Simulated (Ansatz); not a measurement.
# MgS: what the fields show

```
Mg S
1.0
     3.61091    0.00000    0.00000
    -1.80545    3.12714    0.00000
     0.00000    0.00000    3.30526
Mg S
1 1
Direct
  0.00000 0.00000 0.50000
  0.66667 0.33333 0.00000
```

Space group P-6m2; a generated structure, not necessarily the stable one.

These are results of Kohn-Sham DFT of a periodic cell, HSE03, Ansatz PAW (Ansatz 0.2.0), not measurements.

The density is the valence pseudo-density of a PAW calculation; it isn't the true density close to the nuclei.

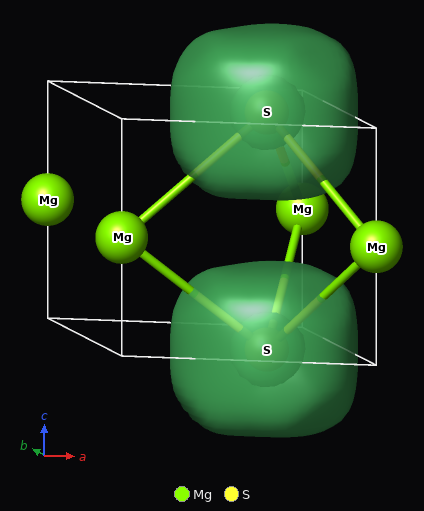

Figure 1. Isosurface of the electron localisation function at 0.65 (green), seen slightly off an axis. Only the valence region is drawn (cores and ρ < 0.01 e/Å³ removed). Sticks mark near contacts.

Q: What do the ELF domains correspond to?

A: The ELF exceeds this value in one region wrapped around S (its valence shell), counted in one cell of 2 atoms. Regions shared between cells count once.


Mg–S (2.66 Å): the ELF peaks at about 0.90 in the valence shell of S, 0.9 Å from its nucleus, and falls to about 0.05 next to Mg; a closed-shell, largely ionic contact.

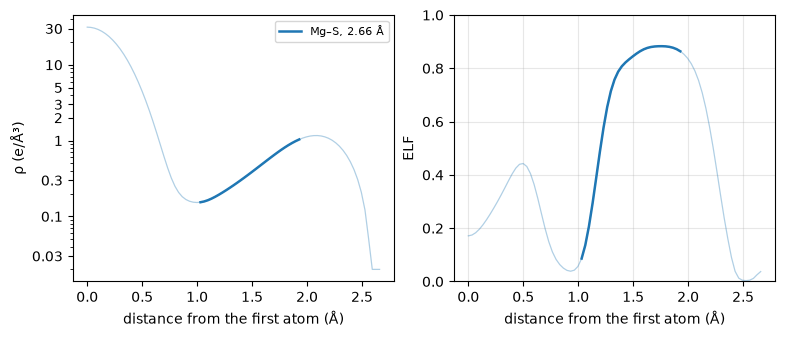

Figure 2. Valence electron density and ELF along straight lines between neighbouring atoms. Thin, pale parts lie inside the atomic spheres.

Q: What kind of bonding do the profiles show?

A: Mg–S (2.66 Å): ρ is about 0.26 e/Å³ halfway; the ELF peaks at about 0.90 in the valence shell of S, 0.9 Å from its nucleus, and falls to about 0.05 next to Mg; an ionic contact with no shared pair.

Q: Metal or insulator at this level of theory?

A: It is gapped, with a Kohn–Sham gap of 2.3 eV on the k-point mesh (the band edges may lie off the mesh, which would make the gap smaller).
